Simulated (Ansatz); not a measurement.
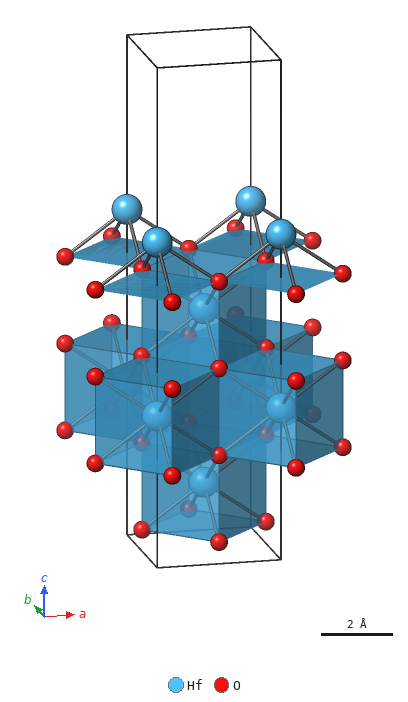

The input geometry (polyhedral view of the cell of the calculation, seen slightly off an axis; polyhedra are completed across the faces of the cell). An atom can appear more than once, as a periodic image.

**Run report: HfO2, single-point calculation**

- system: HfO2 (P4mm, 12 atoms in the cell)
- method: DFT PBE, scalar-relativistic, plane waves, PAW, no spin polarisation (Ansatz 0.2.0)

The structure derives from an entry of the Crystallography Open Database. It belongs to a series of runs on one base structure; here: the crystal opened by +4.50 A across the cut. Figures and captions count atoms from 1; the log counts them from 0 in places.

### Input
```yaml
crystal:
  lattice:
    - [-2.5575, -2.5575, 0.0]
    - [2.5575, -2.5575, 0.0]
    - [0.0, 0.0, 14.73]
  atoms:
    - { symbol: Hf, position: [0.0, 0.0, 0.6510947047] }
    - { symbol: Hf, position: [0.5, 0.5, 0.1302189409] }
    - { symbol: Hf, position: [0.0, 0.0, 0.3038441955] }
    - { symbol: Hf, position: [0.5, 0.5, 0.4774694501] }
    - { symbol: O, position: [0.5, 0.0, 0.0434063136] }
    - { symbol: O, position: [0.0, 0.5, 0.2170315682] }
    - { symbol: O, position: [0.5, 0.0, 0.3906568228] }
    - { symbol: O, position: [0.0, 0.5, 0.5642820774] }
    - { symbol: O, position: [0.5, 0.0, 0.2170315682] }
    - { symbol: O, position: [0.0, 0.5, 0.3906568228] }
    - { symbol: O, position: [0.5, 0.0, 0.5642820774] }
    - { symbol: O, position: [0.0, 0.5, 0.0434063136] }
basis:
  ecutwfc: 420
kpoints:
  mp_grid: { grid: [6, 6, 3] }
hamiltonian:
  xc: pbe
scf:
  occupations: { method: gaussian, width: 0.05 }
output:
  forces: true
  stress: true
  eigenvalues: true
  write_density: true
  write_potential: true
  elf: true
  volumetric_format: npy
```

Launch command:
```bash
ansatz run input.yaml --threads 2 --pin off --max-ram 5120MiB --backend cpu --events-out ev --progress --plain --runs-dir out
```

### What the program printed
```
Engine: ansatz 0.2.0, aarch64-unknown-linux-gnu
Pseudopotentials: kind: paw
Pseudopotential: Hf, paw, valence charge 26, recommended cutoff 420 eV (normal), Hf.paw.azcp
Pseudopotential: O, paw, valence charge 6, recommended cutoff 420 eV (normal), O.paw.azcp
Functional definition: PBE
  parameter kappa = 0.804
  parameter beta = 0.06672455060314922
  exchange = pbe_x(kappa = kappa, mu = beta*pi^2/3)
  correlation = pbe_c(beta = beta)
Crystal: 12 atoms, lattice volume = 192.692 Å³
Basis set: ecut = 420 eV, 3713 PW (Γ), exchange–correlation on 50×50×200 points (8 copies of the dense FFT grid, shifted against one another)
Bands: 92, of which v1, the nominal top of the filled ones, is band 76 counted from 1 (75 counted from 0)
Symmetry: 8 space group operations
Space group: P4mm (ITA 99), of the structure as read, at distance tolerance 5.8e-5 Å
k-points: 20 of 108 (time reversal used)
Non-local potential: Hf, projectors of the file, l = 0: 3, l = 1: 2, l = 2: 2, l = 3: 3
Non-local potential: O, projectors of the file, l = 0: 2, l = 1: 2, l = 2: 1
PAW form: soft (Blöchl's): semilocal exchange-correlation on the pseudo side does not see the compensation charge
PAW one-centre angular grid: Hf, 590 points (default); XC on 64 Gauss nodes
PAW one-centre angular grid: O, 110 points (default); XC on 64 Gauss nodes
Initial density: superposition of atomic densities (neutral atoms: chi_scale 0, normalization atom), corrected by the library's trained network
Initial wavefunctions: pseudopotential atomic-orbital guess
Functional: x = pbe(κ = 0.804, μ = 0.2195149727645171), c = pbe(β = 0.06672455060314922)
SCF iter   1: F=—  HF=-67439.374278 eV  |F-HF|=—  |Δ(HF+E_count)|=         —  Δρ=7.19e-2  dr2=6.97e1  ethr=1.77e-3  ⟨swp⟩=5.5  Hψ=6137  notcnv=0  defer=78
preconditioner: auto → Resta (q_TF=auto, 2.623 Å⁻¹)  ε∞=4.4  [insulator: Δε(μ)=0.678 eV  Ē_g=17.315 eV  σ=0.050 eV  W_gap=1.00  n_scr=68 (ndim 8)  ℏωp=32.1 eV  f_vac=0.243  D(μ)=0.00/eV (n_scr^D=0)  ε∞_Penn≈4.4  vacuum switching on, ρ_ref=2.2e-2 e/Å³]
SCF iter   2: F=—  HF=-67471.950914 eV  |F-HF|=—  |Δ(HF+E_count)|=    3.26e1  Δρ=3.28e-1  dr2=1.95e3  ethr=1.77e-3  ⟨swp⟩=4.0  Hψ=3726  notcnv=0  defer=226  recentre
preconditioner: auto → LDOS  [metal: Δε(μ)=0.064 eV  Ē_g=17.262 eV  σ=0.050 eV  W_gap=0.48  n_scr=68 (ndim 8)  ℏωp=32.1 eV  f_vac=0.267  D(μ)=4.76/eV (n_scr^D=28)  β→1.0]
SCF iter   3: F=—  HF=-67437.800080 eV  |F-HF|=—  |Δ(HF+E_count)|=    3.42e1  Δρ=6.09e-2  dr2=6.16e1  ethr=1.77e-3  ⟨swp⟩=3.0  Hψ=3757  notcnv=0  defer=146
SCF iter   4: F=—  HF=-67435.809528 eV  |F-HF|=—  |Δ(HF+E_count)|=    1.99e0  Δρ=1.68e-2  dr2=5.48e-1  ethr=1.77e-3  ⟨swp⟩=2.1  Hψ=2232  notcnv=0  defer=198
SCF iter   5: F=—  HF=-67435.873568 eV  |F-HF|=—  |Δ(HF+E_count)|=   6.40e-2  Δρ=1.91e-2  dr2=8.25e0  ethr=3.60e-4  ⟨swp⟩=2.2  Hψ=2386  notcnv=0  defer=197  recentre
SCF iter   6: F=—  HF=-67435.720989 eV  |F-HF|=—  |Δ(HF+E_count)|=   1.53e-1  Δρ=1.11e-2  dr2=1.64e0  ethr=3.60e-4  ⟨swp⟩=2.8  Hψ=2071  notcnv=0  defer=197
SCF iter   7: F=—  HF=-67435.708661 eV  |F-HF|=—  |Δ(HF+E_count)|=   1.23e-2  Δρ=7.04e-3  dr2=4.99e-1  ethr=3.60e-4  ⟨swp⟩=2.1  Hψ=2228  notcnv=0  defer=192
SCF iter   8: F=—  HF=-67435.719294 eV  |F-HF|=—  |Δ(HF+E_count)|=   1.06e-2  Δρ=7.23e-3  dr2=1.59e-1  ethr=3.28e-4  ⟨swp⟩=2.0  Hψ=2084  notcnv=0  defer=192
SCF iter   9: F=—  HF=-67435.708505 eV  |F-HF|=—  |Δ(HF+E_count)|=   1.08e-2  Δρ=7.55e-3  dr2=3.91e-1  ethr=1.04e-4  ⟨swp⟩=2.0  Hψ=2210  notcnv=0  defer=194  recentre
SCF iter  10: F=—  HF=-67435.700605 eV  |F-HF|=—  |Δ(HF+E_count)|=   7.90e-3  Δρ=1.59e-3  dr2=1.04e-2  ethr=1.04e-4  ⟨swp⟩=1.0  Hψ=1646  notcnv=0  defer=194
SCF iter  11: F=—  HF=-67435.699300 eV  |F-HF|=—  |Δ(HF+E_count)|=   1.31e-3  Δρ=4.44e-4  dr2=9.92e-4  ethr=6.85e-6  ⟨swp⟩=2.1  Hψ=2052  notcnv=0  defer=194
SCF iter  12: F=—  HF=-67435.699210 eV  |F-HF|=—  |Δ(HF+E_count)|=   9.01e-5  Δρ=1.63e-4  dr2=2.16e-4  ethr=6.53e-7  ⟨swp⟩=2.0  Hψ=2781  notcnv=0  defer=194
SCF iter  13: F=—  HF=-67435.699183 eV  |F-HF|=—  |Δ(HF+E_count)|=   2.69e-5  Δρ=5.23e-5  dr2=2.27e-5  ethr=1.42e-7  ⟨swp⟩=2.0  Hψ=2439  notcnv=0  defer=194
SCF iter  14: F=—  HF=-67435.699206 eV  |F-HF|=—  |Δ(HF+E_count)|=   2.34e-5  Δρ=2.60e-5  dr2=3.30e-6  ethr=1.49e-8  ⟨swp⟩=2.0  Hψ=2442  notcnv=0  defer=194
SCF iter  15: F=—  HF=-67435.699206 eV  |F-HF|=—  |Δ(HF+E_count)|=   1.33e-8  Δρ=1.50e-5  dr2=5.29e-7  ethr=2.17e-9  ⟨swp⟩=2.0  Hψ=2801  notcnv=0  defer=194
SCF iter  16: F=-67435.699206 eV  HF=-67435.699206 eV  |F-HF|=9.97e-9  |Δ(HF+E_count)|=   2.50e-8  Δρ=6.16e-6  dr2=5.97e-8  ethr=6.58e-11  ⟨swp⟩=17.1  Hψ=17140  notcnv=0
SCF 1 converged in 16 iterations: F = -67435.699206 eV  dr2 = 5.97e-8
  greatest PAW one-centre occupation: 0.999 electrons in one spin orbital (limit 2), on the Hf atom at site 2 (counted from 0), in its partial waves of l = 3
```

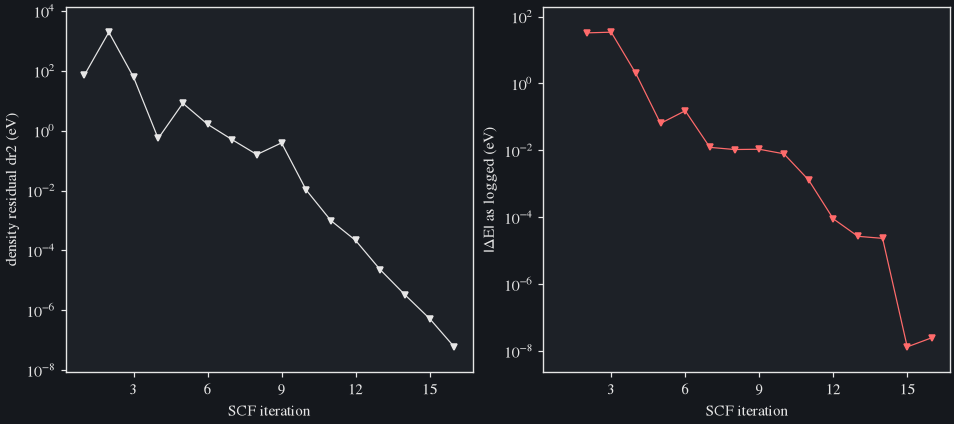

Convergence of the self-consistent field: density residual dr2 and size of the energy change against the SCF iteration. The residual falls unevenly and jumps up by a factor of two or more 3 times on the way down.

```
WARN: The input density's exchange-correlation potential varies sharply where the density is thin. Do not read a vacuum level from v_tot or v_xc, or from such a field of the output density. On a cell that repeats whose density bears no net charge and no dipole along the vacuum's axis use v_es (v_loc + v_h of the components); under efield.dipole_correction with no amplitude use v_es + v_field, which holds any external_charges[].barrier, or the levels of the report's work_function block, which leave it out; under a non-zero efield.amplitude the vacuum is tilted and has no level; on a cell that repeats and bears such a dipole with no correction it is tilted too, and efield.dipole_correction with no amplitude gives each side of its ramp a level where efield: is served; in a cell that repeats whose density bears a net charge (total_charge, or a fill off its count) it is curved and has none; of a slab under crystal.periodic whose density bears no net charge use v_es, which has a level on each side, short of where the two are joined; of another it falls or rises all the way out and has none; of a slab beside external_charges read slab_vacuum_level instead, which it has where they leave it neutral. The grid or the basis barely resolves most such structure, and the values can differ between equally converged runs; as a rule a tighter scf.convergence.dr2_threshold does not remove it. Where the density itself ripples (under the LDA too) a higher basis.ecutwfc lessens it. The files hold the spikes' plane waves up to the density's cutoff. Files: v_tot and the like, and their columns of v_z.tsv (output.write_potential); v_xc and the like, and their columns of v_comp_z.tsv (output.write_potential_components); where files of the output density stand in their place, no point of their own thin density is over the threshold below, and this is of outcome.potential() and, of a run that writes arrays (npy), the arrays of these names. Measured: with its Gaussian average of σ = 0.25 Å subtracted twice, the exchange-correlation potential is over 0.1 eV at 167 of the grid points where the equally averaged density (valence and model cores) is under 1e-3 e/Å³, and 0.699 eV at the most among them, at an averaged density of 9.1e-4 e/Å³. See output.write_potential in the manual, Limitations
SCF converged after 16 iterations
Free energy (F): -67435.699206 eV
Harris-Foulkes:  -67435.699206 eV  (|F-HF|=9.97e-9)
Internal energy: -67435.691553 eV  (E = F + TS)
E sigma→0 (E₀):  -67435.695379 eV
Entropy (-TS):   -0.007654 eV (-0.638 meV/atom)
Fermi energy:    9.687911 eV
--- Per-component energies (eV) ---
  E_band       = -929.205514
  E_kinetic    = 3059.942528
  E_local      = -61058.695945  (includes V_loc(G=0)·N_el)
  E_nonlocal   = -4591.281693
  E_hartree    = 29018.463740
  E_xc         = -1780.789579
  E_vxc        = -1805.364194  (∫ρ·V_xc dr)
  E_paw        = -28964.853835  (= ΣΔE_a)
  E_vpaw       = 5429.245905  (= ΣTr[D̂ρ^β])
  E_aug_tail   = 0.019490  (compensation charges beyond the density's cutoff)
  E_ewald      = -3118.496260
  E_smearing   = -0.007654  (= −TS)
  E_closure    = -0.000000  (closes the sum)
  Σ components = -67435.699206   (vs F -67435.699206, Δ=0.00e0)
--- Forces (eV/Å), atoms counted from 1 ---
  atom   1  Hf     0.00000000    -0.00000000    -2.56066208
  atom   2  Hf     0.00000000     0.00000000    -2.58168756
  atom   3  Hf     0.00000000     0.00000000    -2.45712497
  atom   4  Hf    -0.00000000     0.00000000    -2.16493133
  atom   5  O     -0.00000000    -0.00000000     0.62158896
  atom   6  O      0.00000000    -0.00000000     1.34115815
  atom   7  O     -0.00000000    -0.00000000     1.24967572
  atom   8  O     -0.00000000     0.00000000     1.66986161
  atom   9  O      0.00000000     0.00000000     1.34115815
  atom  10  O     -0.00000000     0.00000000     1.24967572
  atom  11  O     -0.00000000    -0.00000000     1.66986161
  atom  12  O     -0.00000000     0.00000000     0.62158896
  max |Σ_I F_I| component: 1.63e-4 eV/Å
--- Stress (GPa, compression-positive) ---
       -6.689078       0.000000       0.000000
        0.000000      -6.689078      -0.000000
        0.000000       0.000000      -4.496074
  P = ⅓ Tr σ = -5.9581 GPa (-59.581 kbar)
--- Band table (eV; the first three rows and the last of 20) ---
  k-point 0: bands = ["-54.3393", "-53.4416", "-52.3229", "-51.1276", "-23.0009", "-22.8425", "-22.8425", "-22.1783", "-22.0370", "-22.0370", "-21.0724", "-20.9146", "-20.9146", "-19.8633", "-19.7205", "-19.7205", "-10.7616", "-9.4609", "-9.4188", "-8.2768", "-8.2306", "-7.0836", "-6.7609", "-5.6078", "-4.2978", "-4.2978", "-4.2785", "-4.2690", "-4.2690", "-4.2591", "-4.2265", "-3.3388", "-3.3388", "-3.3199", "-3.3061", "-3.3061", "-3.3036", "-3.2273", "-2.2198", "-2.2198", "-2.2033", "-2.1868", "-2.1868", "-2.1846", "-2.1076", "-1.0314", "-1.0314", "-1.0095", "-0.9989", "-0.9989", "-0.9969", "-0.9084", "1.9958", "2.5453", "2.5453", "3.1048", "3.7278", "3.7278", "3.9681", "4.9041", "4.9041", "5.0354", "5.9545", "6.0759", "6.0759", "6.8294", "6.8294", "6.9702", "7.4134", "7.4134", "8.4549", "8.5835", "8.5835", "8.9223", "9.5542", "10.0022", "10.0022", "10.6946", "11.5384", "11.8155", "12.0005", "12.3595", "12.9060", "13.2207", "13.2207", "13.3844", "14.2421", "14.4029", "14.7080", "15.6129", "15.8204", "16.2749"]
  k-point 1: bands = ["-54.3393", "-53.4416", "-52.3229", "-51.1276", "-23.0009", "-22.8425", "-22.8425", "-22.1783", "-22.0370", "-22.0370", "-21.0724", "-20.9146", "-20.9146", "-19.8633", "-19.7205", "-19.7205", "-10.7616", "-9.4609", "-9.4188", "-8.2768", "-8.2306", "-7.0836", "-6.7609", "-5.6078", "-4.2978", "-4.2978", "-4.2785", "-4.2690", "-4.2690", "-4.2591", "-4.2265", "-3.3388", "-3.3388", "-3.3199", "-3.3061", "-3.3061", "-3.3036", "-3.2273", "-2.2198", "-2.2198", "-2.2033", "-2.1868", "-2.1868", "-2.1846", "-2.1076", "-1.0314", "-1.0314", "-1.0095", "-0.9989", "-0.9989", "-0.9969", "-0.9084", "1.9958", "2.5452", "2.5452", "3.1045", "3.7277", "3.7277", "3.9670", "4.9041", "4.9041", "5.0352", "5.9588", "6.0758", "6.0758", "6.8294", "6.8294", "6.9701", "7.4134", "7.4134", "8.4088", "8.5835", "8.5835", "8.9751", "9.5532", "10.0022", "10.0022", "10.6873", "11.5384", "11.8132", "12.0007", "12.3595", "12.9078", "13.2206", "13.2206", "13.3844", "14.2326", "14.3379", "14.7080", "15.8195", "15.8822", "16.2748"]
  k-point 2: bands = ["-54.3384", "-53.4406", "-52.3219", "-51.1266", "-22.9953", "-22.8805", "-22.8400", "-22.1661", "-22.0941", "-22.0344", "-21.0595", "-20.9722", "-20.9120", "-19.8510", "-19.7778", "-19.7181", "-10.6136", "-9.4707", "-9.3394", "-8.2936", "-8.1750", "-7.1433", "-6.7007", "-5.6934", "-4.2982", "-4.2959", "-4.2792", "-4.2706", "-4.2687", "-4.2602", "-4.2311", "-3.3372", "-3.3332", "-3.3198", "-3.3112", "-3.3059", "-3.3043", "-3.2448", "-2.2183", "-2.2139", "-2.2031", "-2.1921", "-2.1869", "-2.1849", "-2.1255", "-1.0299", "-1.0255", "-1.0103", "-1.0036", "-0.9992", "-0.9970", "-0.9291", "2.2532", "2.6940", "2.7930", "3.1646", "3.8169", "3.8854", "4.1888", "4.9625", "4.9682", "5.2412", "5.7248", "5.7790", "6.1960", "6.7481", "6.7533", "6.9736", "7.1722", "7.2099", "8.1607", "8.2945", "8.6030", "9.1802", "9.4852", "9.7084", "9.7193", "10.6484", "11.5907", "11.7295", "12.1366", "12.2956", "13.1232", "13.1931", "13.3025", "13.5845", "14.4483", "14.7899", "14.9365", "15.4799", "15.8044", "16.2333"]
  k-point 19: bands = ["-54.3326", "-53.4335", "-52.3148", "-51.1194", "-22.9931", "-22.9931", "-22.9298", "-22.2451", "-22.2451", "-22.0820", "-21.1244", "-21.1244", "-20.9726", "-19.9304", "-19.9304", "-19.7701", "-9.7012", "-9.7012", "-8.5747", "-8.5747", "-7.4306", "-7.4306", "-6.1135", "-6.1135", "-4.2919", "-4.2919", "-4.2781", "-4.2699", "-4.2682", "-4.2658", "-4.2658", "-3.3243", "-3.3239", "-3.3228", "-3.3202", "-3.3202", "-3.2993", "-3.2993", "-2.2058", "-2.2051", "-2.2044", "-2.2004", "-2.2004", "-2.1807", "-2.1807", "-1.0202", "-1.0166", "-1.0160", "-1.0122", "-1.0122", "-0.9911", "-0.9911", "1.7178", "1.7278", "3.0898", "3.2440", "4.4160", "4.4160", "4.4517", "4.6078", "5.6955", "5.6955", "6.0177", "6.1505", "6.5713", "6.6039", "6.9245", "6.9245", "7.1488", "7.6836", "8.2628", "8.8263", "8.9578", "8.9578", "9.8577", "9.9270", "10.5526", "10.5526", "10.7008", "11.6730", "11.8877", "12.5714", "13.3586", "13.7386", "13.9642", "14.5143", "14.5143", "14.6746", "14.9703", "15.1003", "15.6927", "15.7633"]
```

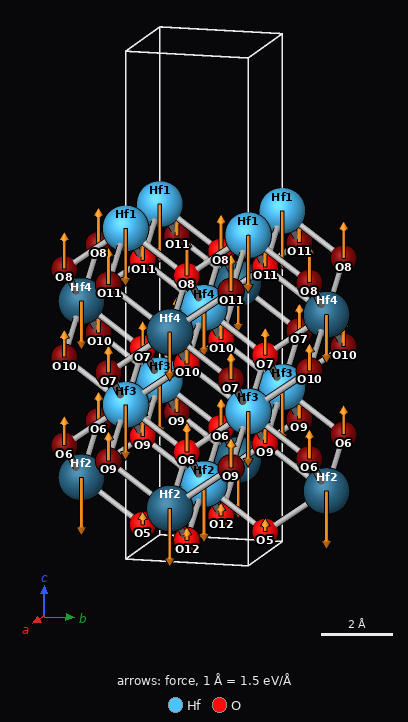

Forces on the atoms as orange arrows (ball-and-stick view of the cell of the calculation, seen slightly off an axis; neighbours outside the cell are drawn fainter; atoms are numbered from 1 in the order of the input). The largest act on Hf2 (2.58 eV/Å); Hf1 (2.56 eV/Å); Hf3 (2.46 eV/Å); Hf4 (2.16 eV/Å), among others. The geometry is not a stationary point of this energy.

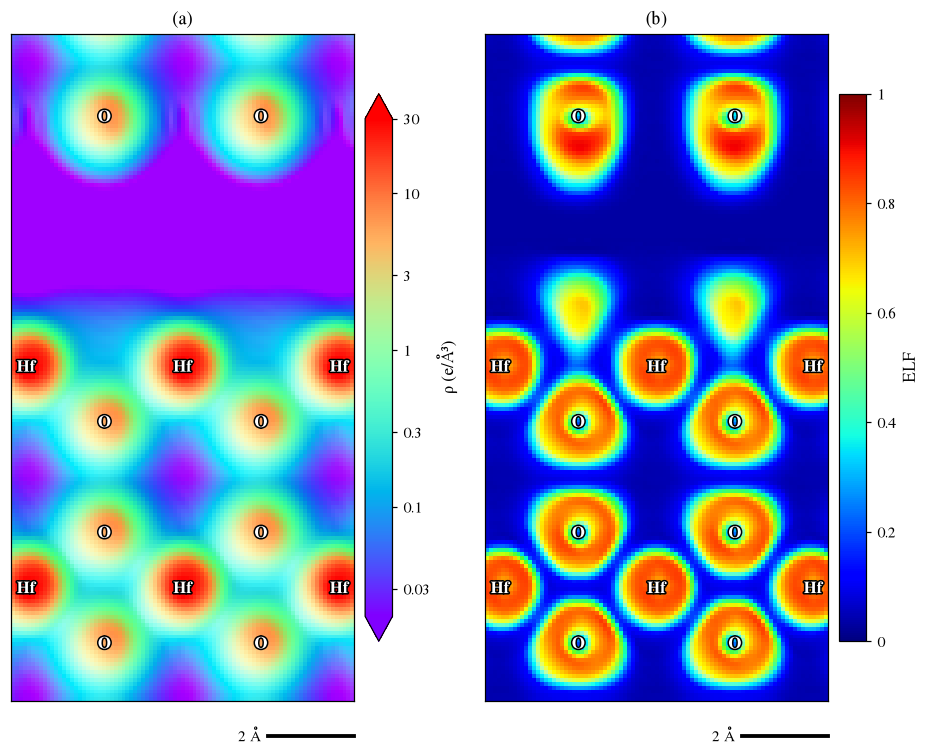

(a) valence electron density; (b) electron localisation function on the (010) plane of the conventional cell. The section cuts through Hf and O sites. Hf–O (2.21 Å): the density is about 0.56 e/Å³ at the midpoint; the ELF peaks at about 0.85 in the valence shell of O, 0.6 Å from its nucleus, and drops to about 0.20 between the two atoms; no shared pair; the contact is polar. The density dies away to nearly zero in the voids. The strong features right at Hf lie inside the PAW spheres (semicore, d or f shells) and say nothing about bonding. Core electrons are frozen (PAW), so the fields are smoothed inside the atomic spheres.

### Summary

```json
{"quantity": "outcome", "value": "converged"}
{"quantity": "space group (tolerance 0.01 Å)", "value": "P4mm (99)"}
{"quantity": "electrons treated", "value": "152"}
{"quantity": "free energy", "value": "−67435.6992 eV"}
{"quantity": "Fermi energy", "value": "9.688 eV"}
{"quantity": "gap on the k-point mesh", "value": "none (metallic)"}
{"quantity": "pressure", "value": "−5.96 GPa"}
{"quantity": "largest force (length of the vector)", "value": "2.582 eV/Å"}
{"quantity": "hardware", "value": "2 threads of Arm Neoverse V2, 24 GiB of memory available, shared host"}
{"quantity": "wall time", "value": "33 s (CPU time 66 s)"}
{"quantity": "peak memory", "value": "0.62 GiB"}
```

Warnings of the run: the exchange-correlation potential is rough where the density is thin. Spin–orbit coupling is left out, which matters for Hf. The cell is under a tension of 6.0 GPa at this level, so it is not at its equilibrium volume.
